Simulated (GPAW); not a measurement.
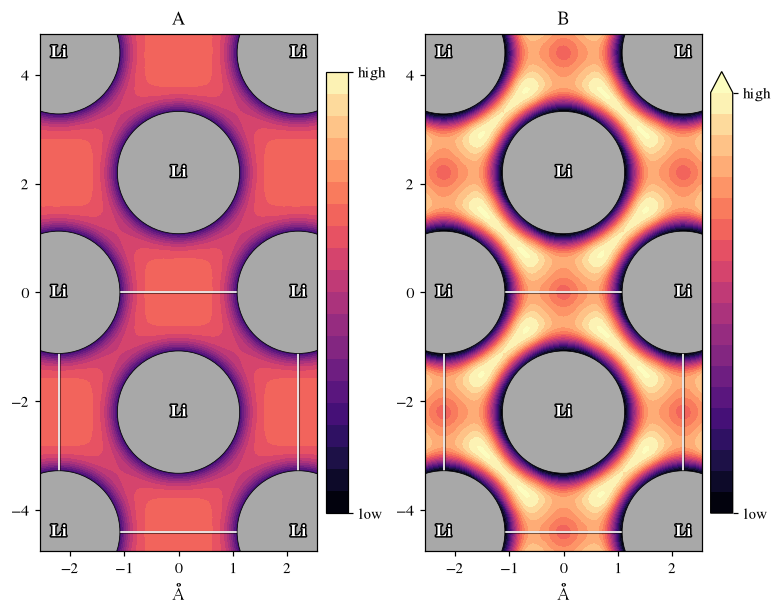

Li: 2 fields on the (100) plane of the conventional cell, with unlabelled colour scales. Grey discs cover the atomic cores.

Space group Fm-3m.

Method: GPAW 26.7.0, Kohn-Sham DFT of a periodic cell, PBE, GPAW PAW data sets (gpaw-data 1.2.1).

Question: Match the panels to the quantities (electron localisation function and valence pseudo-density).

Answer: Panel A: electron localisation function. Panel B: valence pseudo-density. From the grid: Li–Li (3.11 Å): the density is about 0.05 e/Å³ at the midpoint; the ELF reaches about 0.55 near the midpoint.
